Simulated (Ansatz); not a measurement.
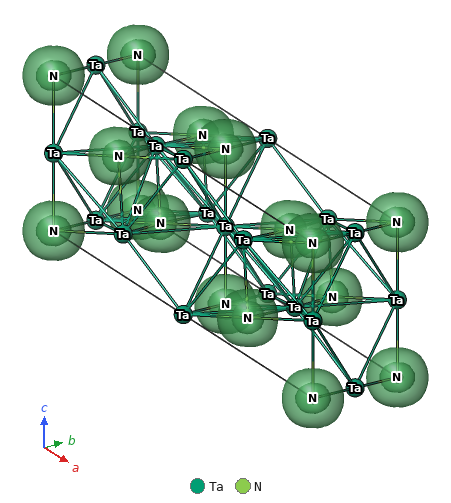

Figure 1: Ta4N3. Isosurface of the electron localisation function at 0.7 (green), seen at an oblique angle. Core shells and regions of very low density are left out. Sticks mark near contacts.

Space group C2/m; a structure from a database of computed crystals, not necessarily the ambient phase; changed on purpose from its base cell (strain +0.0450 x Voigt [0, 0, 0, 1, 0, 0], atoms carried along); computed without spin polarisation.

These are results of DFT r2SCAN, scalar-relativistic, plane waves, PAW (Ansatz), not measurements.

Core electrons are frozen (PAW), and the valence fields are smoothed inside the atomic spheres.

Q: Where are the electrons localised?

A: The surface consists of six regions wrapped around N (the valence shell of each), counted in one cell of 14 atoms. Any copies at cell faces, edges or corners count once.

Values along the shortest contacts:
Ta–N (2.15 Å): the ELF peaks at about 0.80 in the valence shell of N, 0.6 Å from its nucleus, and is about 0.15 at the midpoint; no shared electron pair shows on this line. Ta–Ta (2.89 Å): the ELF is about 0.40 at the midpoint.

Q: Does the calculation make it a metal, or give it a gap?

A: It is gapless in this calculation (a metal or semimetal); semilocal functionals without U, or without the true magnetic order, often close the gap of such compounds.
